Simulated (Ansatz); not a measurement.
Take the following structure.

```cif
data_structure
_symmetry_space_group_name_H-M 'P 1'
_symmetry_Int_Tables_number 1
_cell_length_a 5.0263
_cell_length_b 5.0263
_cell_length_c 7.3717
_cell_angle_alpha 90.000
_cell_angle_beta 90.000
_cell_angle_gamma 90.000
_cell_volume 186.24
loop_
_atom_site_label
_atom_site_type_symbol
_atom_site_fract_x
_atom_site_fract_y
_atom_site_fract_z
_atom_site_occupancy
Si1 Si 0.00000 0.00000 0.00000 1
Si2 Si 0.00000 0.50000 0.25000 1
O1 O 0.09248 0.25000 0.12500 1
O2 O 0.25000 0.59248 0.37500 1
O3 O 0.75000 0.40752 0.37500 1
O4 O 0.90752 0.75000 0.12500 1
Si3 Si 0.50000 0.50000 0.50000 1
Si4 Si 0.50000 0.00000 0.75000 1
O5 O 0.59248 0.75000 0.62500 1
O6 O 0.75000 0.09248 0.87500 1
O7 O 0.25000 0.90752 0.87500 1
O8 O 0.40752 0.25000 0.62500 1
```

> What does this file describe?

The solid is SiO$_{2}$. It is body-centred tetragonal, space group I-42d (No. 122). The cell has 12 atoms, namely 4 Si, 8 O. Si sits among four O in a tetrahedral arrangement at 1.63 Å. Each O is bonded to two Si in a bent arrangement at 1.63 Å. The bonds build a three-dimensional framework.

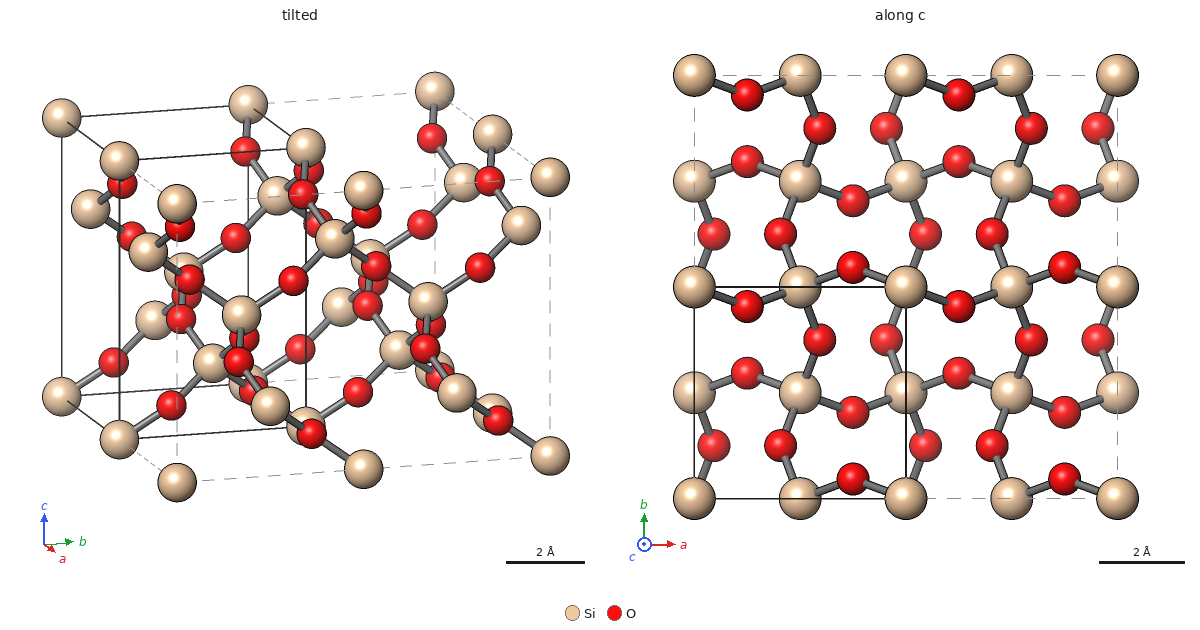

We look at a ball-and-stick model of the crystal slightly off an axis and along the c axis. A 2×2×1 array of cells is drawn; the conventional unit cell has the solid edges. Colours: silicon light orange, oxygen red.

The initial geometry was a structure listed in the Materials Project. Earlier steps of the study, as a rule a relaxation of our own, may have changed the cell and positions, so they can lie some per cent off the listed ones. It went into a calculation with Ansatz.
